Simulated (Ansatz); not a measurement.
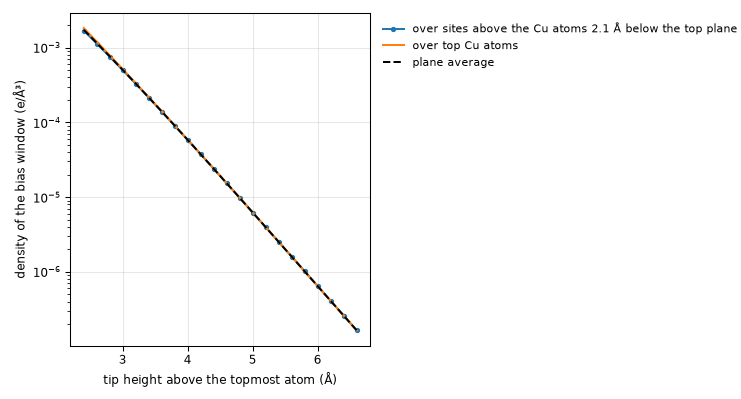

Approach curves over Cu(001) (P6_3/mmc bulk, the cell from a database of computed structures, not from a measurement, 10 atomic planes (those closer than 0.6 Å count as one), 19 Å) at a sample bias of +1.00 V.

Images follow the Tersoff–Hamann model: the current is the local density of the sample's states between the Fermi level and the bias, at the tip's centre. Bias windows are sharp sums over the levels of the k mesh.

These are results of DFT PBE, scalar-relativistic, plane waves, PAW in Ansatz 0.2.0, not measurements. Cutoff 420 eV, 24 × 24 k-points, Gaussian smearing 0.1 eV, dipole correction. The slab is a cut without reconstruction beyond its cell, at the source's lattice constants, with its lower half held fixed and the rest relaxed. This isn't the element's usual fcc form. No spin polarisation. The run couldn't confirm all of its levels under its output density. The run warns that the functional's potential is rough in the thin density of the vacuum, where the tip is; weak contrasts and barriers may feel it.

```
Cu
1.0
     2.53076    0.00000    0.00000
    -1.26538    2.19171    0.00000
     0.00000    0.00000   35.58908
Cu
10
Direct
  0.33333 0.66667 0.23884
  0.00000 0.00000 0.29687
  0.66667 0.33333 0.35491
  0.00000 0.00000 0.41295
  0.33333 0.66667 0.47098
  0.00000 0.00000 0.53056
  0.66667 0.33333 0.59000
  0.00000 0.00000 0.64934
  0.33333 0.66667 0.70858
  0.00000 0.00000 0.76807
```

The last single point, restarted from the relaxation's density, took 100 s on 2 threads of Intel(R) Xeon(R) Platinum 8259CL CPU @ 2.50GHz (Skylake/Cascade Lake) (shared host), peak memory 1.3 GiB.

How fast does the current decay, and what apparent barrier height does that imply?

Near 4 Å the plane average falls as exp(−2.21 z/Å), a factor of 9.1 per ångström, which gives an apparent barrier of 4.6 eV (0.952 eV Å² times the slope squared). The vacuum level lies 4.85 eV above zero bias. The upper edge of the window lies 3.85 eV under it. The apparent barrier is above 3.85 eV. At 4 Å the 0.50 eV of states nearest the upper edge carry 56 % of the density.
